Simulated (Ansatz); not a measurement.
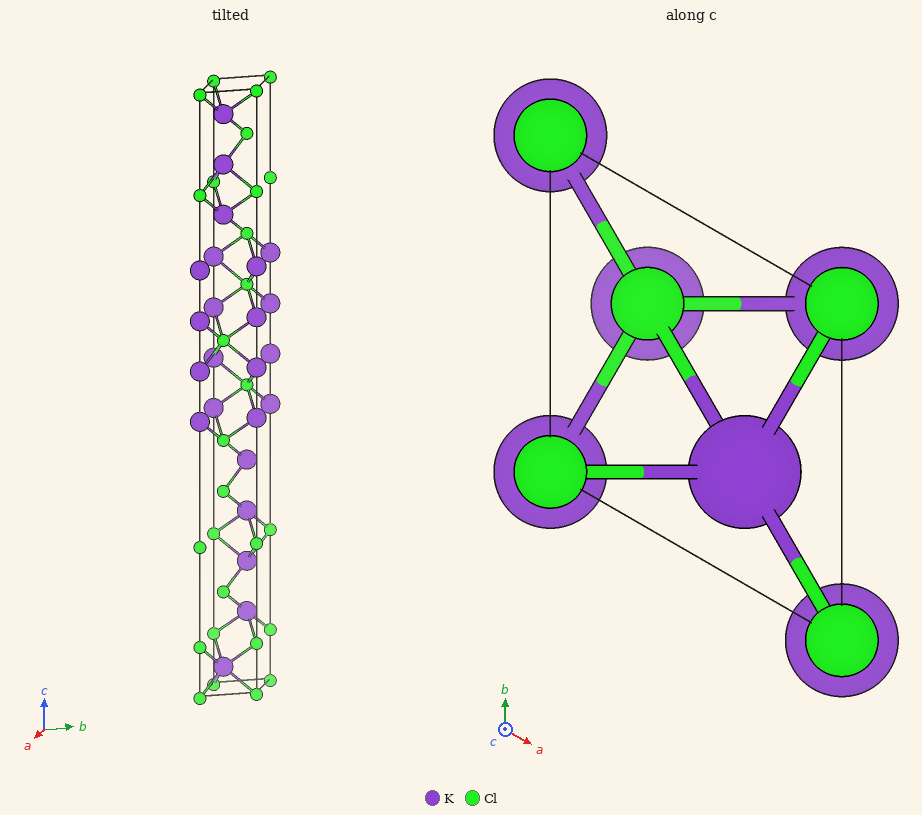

The crystal in a ball-and-stick representation, seen slightly off an axis and along the c axis. One drawn cell (a repeat of the simulation cell) is outlined, and atoms on its boundary appear in each equivalent place. Cell: a = 4.41 Å, b = 4.41 Å, c = 46.40 Å, α = 90.01°, β = 90.00°, γ = 120.02°.

The structure was taken from a structure type filled with these elements by a generator (whether the compound takes this form wasn't checked). Earlier steps of the study may have refined or changed the cell and positions. A calculation with Ansatz used it as input.

What structure is drawn here?

The material is KCl. Within 0.01 Å the space group is R3m (No. 160), rhombohedral (trigonal R). Counting shared atoms by their share gives 12 K, 12 Cl, or 24 atoms. The neighbours of K are six Cl at about 3.2 Å. Each Cl is bonded to six K at about 3.2 Å. The bonds build a three-dimensional framework.

The calculation used DFT LDA, scalar-relativistic, plane waves, PAW in Ansatz, with E_cut = 420 eV, k-points about 0.27 Å⁻¹ apart, Gaussian smearing of 0.02 eV, no spin polarisation.

How large a gap does the method give, if there is one?

An insulator at this level, with a gap of 4.49 eV, direct.

What net charge does each kind of atom have (Bader)?

K +0.83 e; Cl -0.83 e.

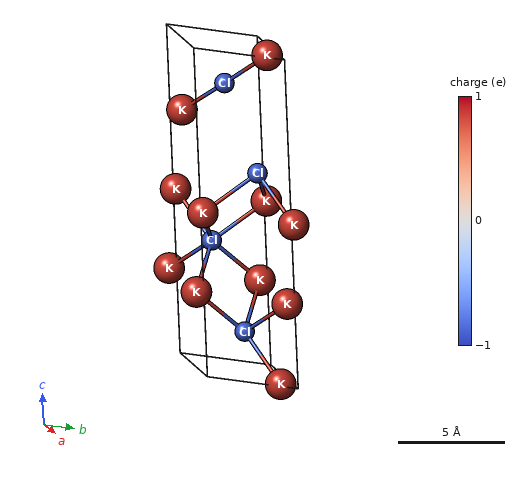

The atoms coloured by those charges. The run's cell of 8 atoms is drawn, so axes and origin can differ from the first picture.

Is this an equilibrium geometry for the method given?

No. The largest force is 0.01 eV/Å. The pressure is -2.5 GPa, so the cell would contract.
